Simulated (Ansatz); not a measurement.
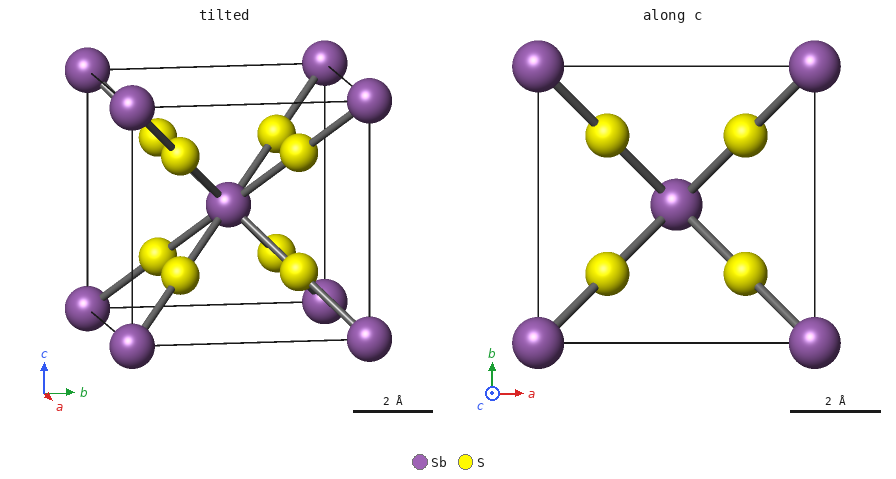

Crystal structure, ball-and-stick style, seen slightly off an axis and along the c axis. The box is the conventional unit cell; atoms on or close to its faces, edges and corners are drawn wherever they repeat. Cell: a = 6.18 Å, b = 6.18 Å, c = 6.18 Å, α = 90.00°, β = 90.00°, γ = 90.00°.

Provenance: a random cell made by a generator, so it need not be a real form of the compound. Earlier steps of the study may have refined or changed the cell and positions. An electronic-structure calculation with Ansatz was run on it.

Question: Caption:

Answer: The stoichiometry is SbS₄. The atoms follow space group Im-3m (No. 229); the Bravais lattice is body-centred cubic. Atoms per cell: 10 (2 Sb, 8 S). The coordination shell of Sb holds eight S in a cubic arrangement at about 2.7 Å. The S atoms are each bonded to two Sb in a linear arrangement at about 2.7 Å. The bonds build a three-dimensional framework.

The calculation used DFT PBE, scalar-relativistic, plane waves, PAW (Ansatz 0.2.0), with wavefunction cutoff 420 eV, k-points about 0.18 Å⁻¹ apart, Gaussian smearing of 0.1 eV, no spin polarisation.

Question: Classify it as metallic or gapped, with the value.

Answer: A metal: bands cross the Fermi level.

Question: How are the electrons shared out in a Bader analysis?

Answer: Sb +1.34 e; S -0.34 e.

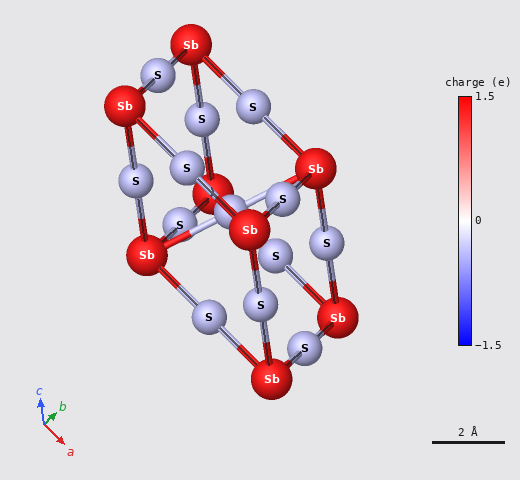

The atoms coloured by those charges. The run's cell of 5 atoms is drawn, so axes and origin can differ from the first picture.

Question: Can this geometry be taken as optimised?

Answer: Yes. All forces vanish to within 0.01 eV/Å. The pressure is 0.0 GPa, close to zero.
